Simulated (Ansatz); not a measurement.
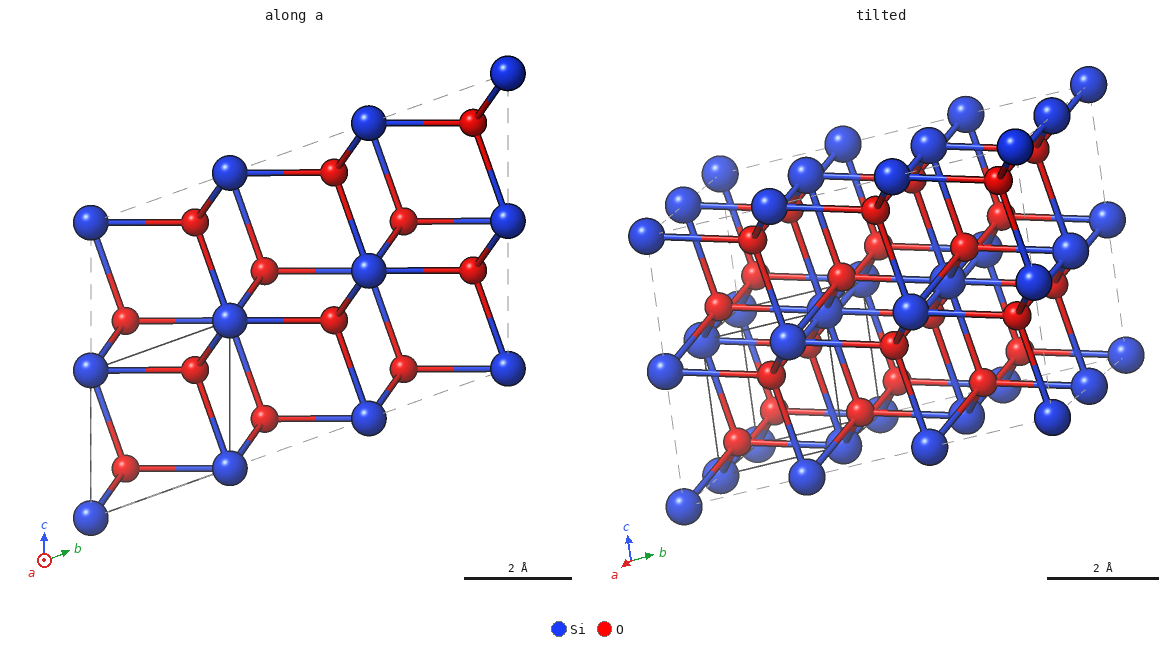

Crystal structure, ball-and-stick style, seen along the a axis and slightly off an axis. A block of 2×3×2 cells is shown, with one simulation cell in solid outline.

Input deck:
```yaml
crystal:
  lattice:
    - [0.0194718544, 2.2836409658, 2.2836409658]
    - [2.2836409658, 0.0194718544, 2.2836409658]
    - [2.2836409658, 2.2836409658, 0.0194718544]
  atoms:
    - { symbol: Si, position: [0.0, 0.0, 0.0] }
    - { symbol: O, position: [0.2503658963, 0.2503658963, 0.2503658963] }
    - { symbol: O, position: [0.7496341037, 0.7496341037, 0.7496341037] }
kpoints:
  mp_grid: { grid: [10, 10, 10] }
  band_path:
    path:
      - [0.0, 0.0, 0.0]
      - [0.5, 0.0, 0.5]
      - [0.625, 0.25, 0.625]
      - [0.375, 0.375, 0.75]
      - [0.5, 0.5, 0.5]
      - [0.5, 0.25, 0.75]
    npoints: 1
hamiltonian:
  xc: r2scan
scf:
  occupations: { method: fixed }
  n_extra_bands: 4
output:
  forces: true
  stress: true
  eigenvalues: true
```

Theory: DFT, r2SCAN, plane waves, PAW (Ansatz 0.2.0). Numerical settings: E_cut = 500 eV, k-mesh 10×10×10, no spin polarisation.

Metal or not?

Answer. A semiconductor at this level, with a gap of 2.70 eV, direct.

Give the pressure and its sign.

Answer. The computed pressure is -3.7 GPa (stretched: it would shrink).

The initial geometry was a structure type filled with these elements by a generator (whether the compound takes this form wasn't checked). The cell was then strained or its atoms displaced on purpose. Ansatz was used for an electronic-structure calculation on it.
